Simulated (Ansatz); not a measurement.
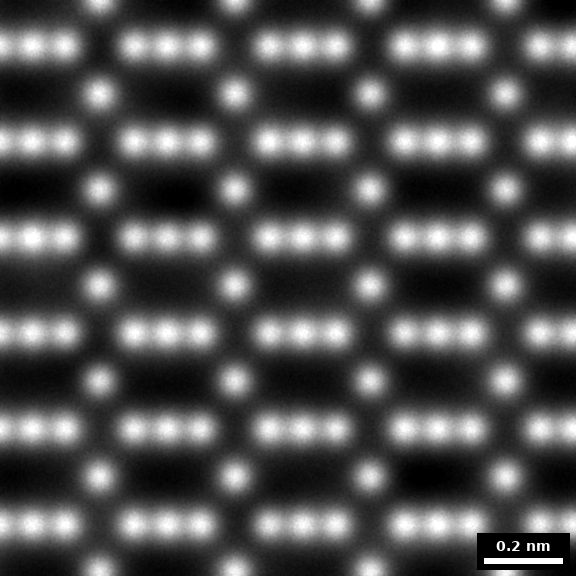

Integrated-DPC-like image of Pd (Pm-3n, No. 223). Simulated as the projected potential of neutral atoms (B = 0.3 Å²) blurred by a 0.50 Å probe, the thin-sample limit of integrated differential phase contrast. Shot noise and the speckle of an amorphous layer were added. Atomic positions: the end point of a relaxation with DFT, PBEsol, plane waves (420 eV) with PAW, scalar-relativistic in Ansatz 0.2.0; the starting structure was generated, so it need not be a known form of this composition.

Space group Pm-3n (No. 223). a = 4.928 Å, b = 4.928 Å, c = 4.928 Å, α = 90.00°, β = 90.00°, γ = 90.00°
```tsv
atom	site	symmetry	x	y	z
Pd	2a	m-3.	0.0000	0.0000	0.0000
Pd	6c	-4m.2	0.2500	0.0000	0.5000
```

### Which beam direction gives this image, [110], [221], [111] or [211]? (Directions equivalent by symmetry count as one.)

[110]. The projected cells are 2.46 × 3.48 Å, 90° for [110]; 2.32 × 3.67 Å, 108° for [221]; 4.02 × 4.02 Å, 120° for [111]; 2.85 × 3.48 Å, 90° for [211], and the image repeats as the [110] one does.
